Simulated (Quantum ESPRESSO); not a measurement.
# Dielectric function and optical constants of GaN

Wanted: where GaN starts to absorb, how strongly, and its refractive index.

Calculated with Quantum ESPRESSO 7.5; DFT, PBE, plane waves with norm-conserving potentials (PseudoDojo), scalar-relativistic, independent-particle optical response without local fields and without the non-local commutator.

**1. The starting structure**

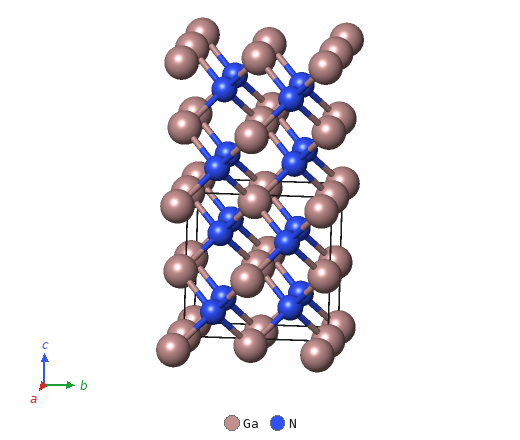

The cell as given, slightly off an axis (gallium pink, nitrogen blue). 2×1×2 cells are drawn. This picture shows the conventional cell, with its axes. Bonds to atoms that aren't drawn are left out. Some periodic images of atoms are drawn too.

As a file:

```cif
data_structure
_symmetry_space_group_name_H-M 'P 1'
_symmetry_Int_Tables_number 1
_cell_length_a 3.1869
_cell_length_b 3.1869
_cell_length_c 3.1869
_cell_angle_alpha 60.000
_cell_angle_beta 60.000
_cell_angle_gamma 60.000
_cell_volume 22.89
loop_
_atom_site_label
_atom_site_type_symbol
_atom_site_fract_x
_atom_site_fract_y
_atom_site_fract_z
_atom_site_occupancy
Ga1 Ga 0.00000 0.00000 0.00000 1
N2 N 0.25000 0.25000 0.25000 1
```

**2. Ground state**

The self-consistent density comes first; it also tells whether there is a gap, which decides the occupations and the need for a Drude term.

This step: DFT, PBE, plane waves with norm-conserving potentials (PseudoDojo), scalar-relativistic, ground state (Quantum ESPRESSO 7.5).

The input, scf.in:

```
&control
  calculation = 'scf'
  prefix = 'x'
  outdir = './tmp'
  pseudo_dir = './'
  verbosity = 'high'
/
&system
  ibrav = 0
  nat = 2
  ntyp = 2
  ecutwfc = 90
  occupations = 'smearing'
  smearing = 'fd'
  degauss = 0.003675
  nbnd = 13
/
&electrons
  conv_thr = 1e-09
  electron_maxstep = 100
/
ATOMIC_SPECIES
  Ga 1.0 Ga.upf
  N 1.0 N.upf
CELL_PARAMETERS angstrom
  0.000000000000 2.253500607500 2.253500607500
  2.253500607500 0.000000000000 2.253500607500
  2.253500607500 2.253500607500 0.000000000000
ATOMIC_POSITIONS crystal
  Ga 0.000000000000 0.000000000000 0.000000000000
  N 0.250000000000 0.250000000000 0.250000000000
K_POINTS automatic
  9 9 9 0 0 0
```

Launch:

```console
> mpirun -n 4 pw.x -nk 4 -in scf.in
```

The program printed:

```text
for quantum simulation of materials; please cite

     using ibrav=0 with symmetry is DISCOURAGED, use correct ibrav instead

     G-vector sticks info
     --------------------
     sticks:   dense  smooth     PW     G-vecs:    dense   smooth      PW
     Sum         913     913    265                17933    17933    2891

     Using Slab Decomposition

     bravais-lattice index     =            0
     lattice parameter (alat)  =       6.0224  a.u.
     unit-cell volume          =     154.4542 (a.u.)^3
     number of atoms/cell      =            2
     number of atomic types    =            2
     number of electrons       =        18.00
     number of Kohn-Sham states=           13
     kinetic-energy cutoff     =      90.0000  Ry
     charge density cutoff     =     360.0000  Ry
     scf convergence threshold =      1.0E-09
     mixing beta               =       0.7000
     number of iterations used =            8  plain     mixing
     Exchange-correlation= PBE
                           (   1   4   3   4   0   0   0)

     celldm(1)=   6.022427  celldm(2)=   0.000000  celldm(3)=   0.000000
     celldm(4)=   0.000000  celldm(5)=   0.000000  celldm(6)=   0.000000

     crystal axes: (cart. coord. in units of alat)
               a(1) = (   0.000000   0.707107   0.707107 )
               a(2) = (   0.707107   0.000000   0.707107 )
               a(3) = (   0.707107   0.707107   0.000000 )

     reciprocal axes: (cart. coord. in units 2 pi/alat)
               b(1) = ( -0.707107  0.707107  0.707107 )
               b(2) = (  0.707107 -0.707107  0.707107 )
               b(3) = (  0.707107  0.707107 -0.707107 )

     ./Ga.upf
     Pseudo is Norm-conserving + core correction, Zval = 13.0
     Generated using ONCVPSP code by D. R. Hamann
     Using radial grid of 1902 points,  6 beta functions with:
                l(1) =   0
                l(2) =   0
                l(3) =   1
                l(4) =   1
                l(5) =   2
                l(6) =   2

     ./N.upf
     Pseudo is Norm-conserving + core correction, Zval =  5.0
     Generated using ONCVPSP code by D. R. Hamann
     Using radial grid of 1058 points,  4 beta functions with:
                l(1) =   0
                l(2) =   0
                l(3) =   1
                l(4) =   1

     atomic species   valence    mass     pseudopotential
     Ga               13.00     1.00000     Ga( 1.00)
     N                 5.00     1.00000     N ( 1.00)

     24 Sym. Ops. (no inversion) found

                                    s                        frac. trans.

     [... symmetry matrices left out ...]
   Cartesian axes

     site n.     atom                  positions (alat units)
         1        Ga     tau(   1) = (   0.0000000   0.0000000   0.0000000  )
         2        N      tau(   2) = (   0.3535534   0.3535534   0.3535534  )

   Crystallographic axes

     site n.     atom                  positions (cryst. coord.)
         1        Ga     tau(   1) = (  0.0000000  0.0000000  0.0000000  )
         2        N      tau(   2) = (  0.2500000  0.2500000  0.2500000  )

     number of k points=    35  Fermi-Dirac smearing, width (Ry)=  0.0037
                       cart. coord. in units 2pi/alat
        k(    1) = (   0.0000000   0.0000000   0.0000000), wk =   0.0027435
        k(    2) = (   0.0785674   0.0785674  -0.0785674), wk =   0.0219479
        k(    3) = (   0.1571348   0.1571348  -0.1571348), wk =   0.0219479
        k(    4) = (   0.2357023   0.2357023  -0.2357023), wk =   0.0219479
        k(    5) = (   0.3142697   0.3142697  -0.3142697), wk =   0.0219479
        k(    6) = (   0.1571348   0.0000000  -0.0000000), wk =   0.0164609
        k(    7) = (   0.2357023   0.0785674  -0.0785674), wk =   0.0658436
        k(    8) = (   0.3142697   0.1571348  -0.1571348), wk =   0.0658436
        k(    9) = (   0.3928371   0.2357023  -0.2357023), wk =   0.0658436
        k(   10) = (  -0.2357023  -0.3928371   0.3928371), wk =   0.0658436
        k(   11) = (  -0.1571348  -0.3142697   0.3142697), wk =   0.0658436
        k(   12) = (  -0.0785674  -0.2357023   0.2357023), wk =   0.0658436
        k(   13) = (  -0.0000000  -0.1571348   0.1571348), wk =   0.0329218
        k(   14) = (   0.3142697   0.0000000  -0.0000000), wk =   0.0164609
        k(   15) = (   0.3928371   0.0785674  -0.0785674), wk =   0.0658436
        k(   16) = (   0.4714045   0.1571348  -0.1571348), wk =   0.0658436
[...]
cryst. coord.
[...]
k(   28) = (   0.1111111   0.2222222  -0.4444444), wk =   0.1316872
        k(   29) = (   0.1111111   0.3333333   0.4444444), wk =   0.0658436
        k(   30) = (   0.1111111   0.3333333  -0.4444444), wk =   0.1316872
        k(   31) = (   0.1111111   0.3333333  -0.3333333), wk =   0.1316872
        k(   32) = (   0.1111111   0.3333333  -0.2222222), wk =   0.0658436
        k(   33) = (   0.1111111   0.4444444  -0.4444444), wk =   0.0658436
        k(   34) = (   0.1111111   0.4444444  -0.3333333), wk =   0.0658436
        k(   35) = (   0.2222222   0.4444444  -0.3333333), wk =   0.0658436

     Dense  grid:    17933 G-vectors     FFT dimensions: (  40,  40,  40)

     Initial potential from superposition of free atoms

     starting charge      17.9973, renormalised to      18.0000
     Starting wfcs are   13 randomized atomic wfcs

     Self-consistent Calculation

     iteration #  1     ecut=    90.00 Ry     beta= 0.70
     Davidson diagonalization with overlap

            48 MiB given to the printing process from OS
            19 MiB allocation reported by mallinfo(arena+hblkhd)
------------------
     ethr =  1.00E-02,  avg # of iterations =  3.9

     total energy              =    -173.52017303 Ry
     estimated scf accuracy    <       0.52098711 Ry

     iteration #  2     ecut=    90.00 Ry     beta= 0.70
     Davidson diagonalization with overlap

            58 MiB given to the printing process from OS
            24 MiB allocation reported by mallinfo(arena+hblkhd)
------------------
     ethr =  2.89E-03,  avg # of iterations =  2.0

     total energy              =    -173.66765276 Ry
     estimated scf accuracy    <       0.50620106 Ry

     iteration #  3     ecut=    90.00 Ry     beta= 0.70
     Davidson diagonalization with overlap

            58 MiB given to the printing process from OS
            25 MiB allocation reported by mallinfo(arena+hblkhd)
------------------
     ethr =  2.81E-03,  avg # of iterations =  2.0

     negative rho (up, down):  4.533E-07 0.000E+00

     total energy              =    -173.75894788 Ry
     estimated scf accuracy    <       0.00219641 Ry

     iteration #  4     ecut=    90.00 Ry     beta= 0.70
     Davidson diagonalization with overlap

            59 MiB given to the printing process from OS
            25 MiB allocation reported by mallinfo(arena+hblkhd)
------------------
     ethr =  1.22E-05,  avg # of iterations =  3.4

     total energy              =    -173.75977492 Ry
     estimated scf accuracy    <       0.00136457 Ry

     iteration #  5     ecut=    90.00 Ry     beta= 0.70
     Davidson diagonalization with overlap

            59 MiB given to the printing process from OS
            26 MiB allocation reported by mallinfo(arena+hblkhd)
------------------
     ethr =  7.58E-06,  avg # of iterations =  1.1

     total energy              =    -173.75980767 Ry
     estimated scf accuracy    <       0.00017450 Ry

     iteration #  6     ecut=    90.00 Ry     beta= 0.70
     Davidson diagonalization with overlap

            60 MiB given to the printing process from OS
            26 MiB allocation reported by mallinfo(arena+hblkhd)
------------------
     ethr =  9.69E-07,  avg # of iterations =  1.9

     total energy              =    -173.75981649 Ry
     estimated scf accuracy    <       0.00002231 Ry

     iteration #  7     ecut=    90.00 Ry     beta= 0.70
     Davidson diagonalization with overlap

            61 MiB given to the printing process from OS
            27 MiB allocation reported by mallinfo(arena+hblkhd)
------------------
     ethr =  1.24E-07,  avg # of iterations =  2.0

     total energy              =    -173.75981938 Ry
     estimated scf accuracy    <       0.00000068 Ry

     iteration #  8     ecut=    90.00 Ry     beta= 0.70
     Davidson diagonalization with overlap

            61 MiB given to the printing process from OS
            27 MiB allocation reported by mallinfo(arena+hblkhd)
------------------
     ethr =  3.80E-09,  avg # of iterations =  2.9

     total energy              =    -173.75981976 Ry
     estimated scf accuracy    <       0.00000024 Ry

     iteration #  9     ecut=    90.00 Ry     beta= 0.70
     Davidson diagonalization with overlap

            61 MiB given to the printing process from OS
            28 MiB allocation reported by mallinfo(arena+hblkhd)
------------------
     ethr =  1.35E-09,  avg # of iterations =  1.5

     total energy              =    -173.75981978 Ry
     estimated scf accuracy    <       0.00000001 Ry

     iteration # 10     ecut=    90.00 Ry     beta= 0.70
     Davidson diagonalization with overlap

            62 MiB given to the printing process from OS
            28 MiB allocation reported by mallinfo(arena+hblkhd)
------------------
     ethr =  7.15E-11,  avg # of iterations =  2.3

     total energy              =    -173.75981978 Ry
     estimated scf accuracy    <          5.9E-09 Ry

     iteration # 11     ecut=    90.00 Ry     beta= 0.70
     Davidson diagonalization with overlap

            62 MiB given to the printing process from OS
            28 MiB allocation reported by mallinfo(arena+hblkhd)
------------------
     ethr =  3.25E-11,  avg # of iterations =  1.4

     End of self-consistent calculation

          k = 0.0000 0.0000 0.0000 (  2229 PWs)   bands (ev):

    -5.3156  -2.9754  -2.9754  -2.9754  -2.6689  -2.6689  10.5900  10.5900
    10.5900  12.3486  20.9456  20.9456  20.9456

     occupation numbers
     1.0000   1.0000   1.0000   1.0000   1.0000   1.0000   1.0000   1.0000
     1.0000   0.0000   0.0000   0.0000   0.0000

          k = 0.0786 0.0786-0.0786 (  2193 PWs)   bands (ev):

    -5.1840  -2.9592  -2.9592  -2.9232  -2.6703  -2.6703   9.3111  10.4607
    10.4607  13.3300  20.3502  21.1395  21.1395

     occupation numbers
     1.0000   1.0000   1.0000   1.0000   1.0000   1.0000   1.0000   1.0000
     1.0000   0.0000   0.0000   0.0000   0.0000

          k = 0.1571 0.1571-0.1571 (  2214 PWs)   bands (ev):

    -4.8738  -2.9243  -2.9243  -2.6942  -2.6669  -2.6669   7.2695  10.1562
    10.1562  14.4723  19.5270  21.3912  21.3912

     occupation numbers
     1.0000   1.0000   1.0000   1.0000   1.0000   1.0000   1.0000   1.0000
     1.0000   0.0000   0.0000   0.0000   0.0000

          k = 0.2357 0.2357-0.2357 (  2211 PWs)   bands (ev):

    -4.5988  -2.8990  -2.8990  -2.6475  -2.6475  -2.1505   5.2443   9.8423
     9.8423  15.0867  19.2501  21.2646  21.2646

     occupation numbers
     1.0000   1.0000   1.0000   1.0000   1.0000   1.0000   1.0000   1.0000
     1.0000   0.0000   0.0000   0.0000   0.0000

     [... further k points left out ...]

     the Fermi energy is    11.4993 ev

!    total energy              =    -173.75981978 Ry
     estimated scf accuracy    <          1.4E-10 Ry
     smearing contrib. (-TS)   =      -0.00000000 Ry
     internal energy E=F+TS    =    -173.75981978 Ry

     The total energy is F=E-TS. E is the sum of the following terms:
     one-electron contribution =     -52.62467715 Ry
     hartree contribution      =      43.67413982 Ry
     xc contribution           =     -48.13496533 Ry
     ewald contribution        =    -116.67431711 Ry

     convergence has been achieved in  11 iterations

     XML data file, charge density, pseudopotentials, collected wavefunctions

                                        0.00s GPU  (     329 calls)

=------------------------------------------------------------------------------=
   JOB DONE.
=------------------------------------------------------------------------------=
```

Elapsed: 4.7 s, on 4 MPI ranks of Arm Neoverse V2, shared host; peak memory 0.06 GiB; 18 s of CPU time.

This step gave:

* total energy: -173.8 Ry
* gap on the k-mesh: 1.759 eV
* direct gap on the mesh: 1.759 eV

There is a gap, 1.76 eV on this mesh (points off the mesh can give less), so no carriers' term is needed.

(Part 1 of 3 ends here.)

[Machine, clock, banner and «Message from routine» lines are left out of the logs.]

[Logs are printed without paths, hosts, clocks, repeated set-up lines and the standing remarks that a program may print on its own settings, such as how far it seeks lower states.]

[Hosts, paths, dates, database ids (printed as entryN), source tags and the programs' standing remarks are cut or masked in the printed files.]
